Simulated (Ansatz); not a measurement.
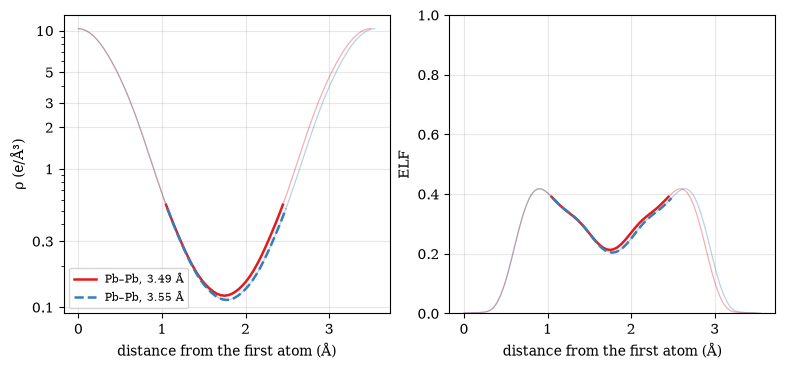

Figure 1: Pb. Valence electron density and ELF along straight lines between neighbouring atoms. Thin, pale parts lie inside the atomic spheres.

Space group I4/mmm; changed on purpose from its base cell (strain +0.0300 x Voigt [1, 0, 0, 0, 0, 0], atoms carried along).

Method: DFT PBE, scalar-relativistic, plane waves, PAW in Ansatz 0.2.0.

In a PAW calculation such maps are meaningful between the atoms, not at the nuclei.

```cif
data_structure
_symmetry_space_group_name_H-M 'P 1'
_symmetry_Int_Tables_number 1
_cell_length_a 3.4928
_cell_length_b 3.4928
_cell_length_c 5.0878
_cell_angle_alpha 90.000
_cell_angle_beta 90.000
_cell_angle_gamma 90.000
_cell_volume 62.07
loop_
_atom_site_label
_atom_site_type_symbol
_atom_site_fract_x
_atom_site_fract_y
_atom_site_fract_z
_atom_site_occupancy
Pb1 Pb 0.50000 0.50000 0.50000 1
Pb2 Pb 0.00000 0.00000 0.00000 1
```

Compare the contacts.

Answer. Pb–Pb (3.49 Å): ρ at the midpoint is about 0.12 e/Å³; the ELF is about 0.20 at the midpoint; no shared electron pair shows on this line.
Pb–Pb (3.55 Å): the density is about 0.11 e/Å³ at the midpoint; the ELF is about 0.20 at the midpoint (no localised pair shows between them).
